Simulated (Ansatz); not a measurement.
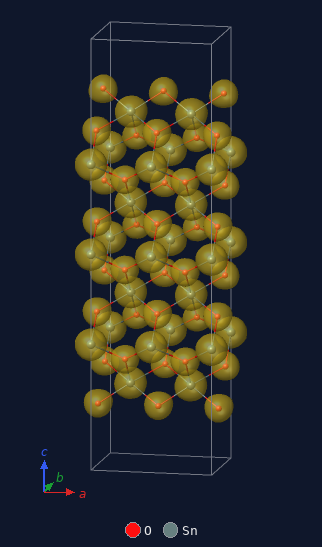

Figure. SnO2 (slab). Isosurface of the valence charge density (pseudo) at 1 e/Å³ (yellow), seen slightly off an axis. Sticks mark near contacts.

Computed with Ansatz, DFT PBEsol, scalar-relativistic, plane waves, PAW.

Core electrons are frozen (PAW), and the valence fields are smoothed inside the atomic spheres.

```cif
data_structure
_symmetry_space_group_name_H-M 'P 1'
_symmetry_Int_Tables_number 1
_cell_length_a 3.2121
_cell_length_b 4.7690
_cell_length_c 31.1546
_cell_angle_alpha 90.000
_cell_angle_beta 90.000
_cell_angle_gamma 90.000
_cell_volume 477.23
loop_
_atom_site_label
_atom_site_type_symbol
_atom_site_fract_x
_atom_site_fract_y
_atom_site_fract_z
_atom_site_occupancy
O1 O 0.00000 0.36332 0.23583 1
Sn1 Sn 0.50000 0.48737 0.26959 1
O2 O 0.00000 0.72084 0.29708 1
O3 O 0.50000 0.20364 0.31821 1
Sn2 Sn 0.00000 0.00003 0.34691 1
O4 O 0.50000 0.80406 0.37623 1
O5 O 0.00000 0.30484 0.39399 1
Sn3 Sn 0.50000 0.49990 0.42345 1
O6 O 0.00000 0.69428 0.45300 1
O7 O 0.50000 0.19410 0.47043 1
Sn4 Sn 0.00000 0.00000 0.50000 1
O8 O 0.50000 0.80590 0.52957 1
O9 O 0.00000 0.30572 0.54700 1
Sn5 Sn 0.50000 0.50010 0.57655 1
O10 O 0.00000 0.69516 0.60601 1
O11 O 0.50000 0.19594 0.62377 1
Sn6 Sn 0.00000 0.99997 0.65309 1
O12 O 0.50000 0.79636 0.68179 1
O13 O 0.00000 0.27916 0.70292 1
Sn7 Sn 0.50000 0.51263 0.73041 1
O14 O 0.00000 0.63668 0.76417 1
```

Question: Which contacts does the surface bridge?

Answer: At this value the density breaks into separate islands; it holds about 70 % of the electrons treated as valence (semicore included). It bridges none of the near contacts. It is pinched off along the sampled Sn–O (2.01 Å), Sn–O (2.07 Å) and Sn–O (2.13 Å) contacts. On the grid the lowest density along these lines, outside the cores, is 0.77 e/Å³ (Sn–O, 2.01 Å), 0.66 e/Å³ (Sn–O, 2.07 Å) and 0.58 e/Å³ (Sn–O, 2.13 Å).
